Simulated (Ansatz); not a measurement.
**MnSb$_{4}$: density, localisation and related maps**

```
CELL_PARAMETERS angstrom
3.08050 0.00000 0.00000
0.00000 3.08050 0.00000
0.00000 0.00000 14.99420
ATOMIC_POSITIONS crystal
Sb 0.99235 0.00679 0.82053
Sb 0.99828 0.01082 0.60124
Sb 0.00534 0.99174 0.40228
Sb 0.99628 0.00368 0.18327
Mn 0.98548 0.99677 0.00081
```

Space group P1; a structure from a database of computed crystals, not necessarily the ambient phase; changed on purpose from its base cell (atoms moved at random by about 0.05 A); spin-polarised.

Level of theory: Ansatz, Kohn-Sham DFT of a periodic cell, PBE, Ansatz PAW.

The density is the valence pseudo-density of a PAW calculation; it isn't the true density close to the nuclei.

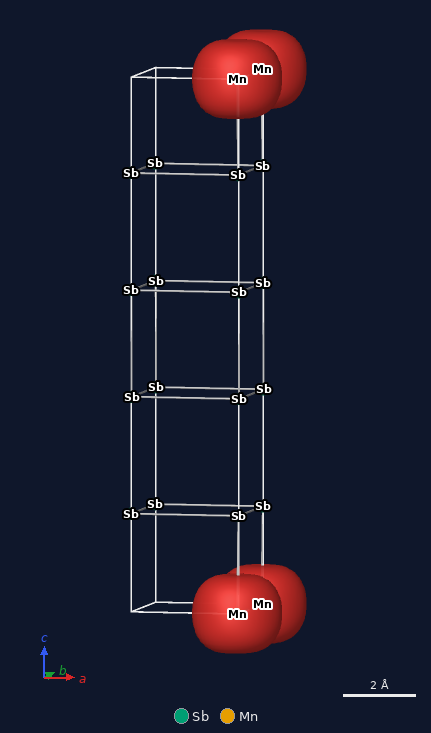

Figure 1. Isosurface of the spin density at +0.05 e/Å³ (red), seen at an oblique angle. Sticks mark near contacts.

> Describe the spin distribution.

The spin density sits on Mn: +3.8 μB in one cell of 5 atoms: parallel main moments, as they must be, since the calculation's own cell holds one magnetic site. The cell of the calculation (5 atoms) carries 4.0 μB of net spin moment.

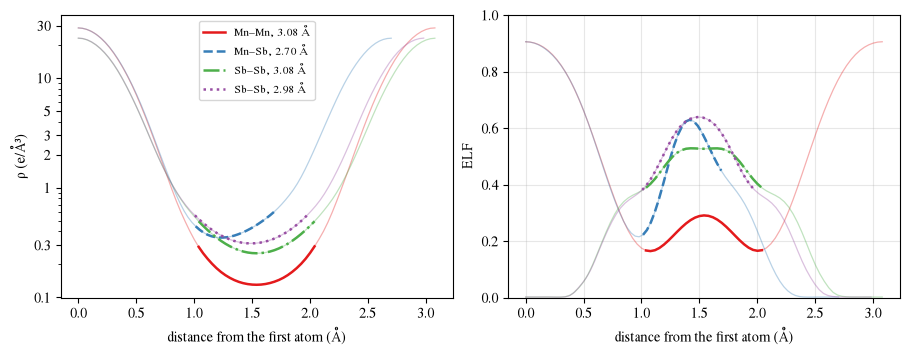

Figure 2. Valence charge density (pseudo) and ELF along straight lines between neighbouring atoms. Thin, pale parts lie inside the atomic spheres.

> Compare the contacts.

Mn–Mn (3.08 Å): the density is about 0.13 e/Å³ at the midpoint; the ELF is about 0.30 at the midpoint; no shared electron pair shows on this line.
Mn–Sb (2.70 Å): ρ is about 0.37 e/Å³ halfway; the ELF peaks at about 0.65 between the atoms.
Sb–Sb (3.08 Å): ρ is about 0.25 e/Å³ halfway; the ELF reaches about 0.55 near the midpoint.
Sb–Sb (2.98 Å): the density is about 0.31 e/Å³ at the midpoint; the ELF peaks at about 0.65 between the atoms.

> Does the calculation make it a metal, or give it a gap?

It is gapless in this calculation (a metal or semimetal).
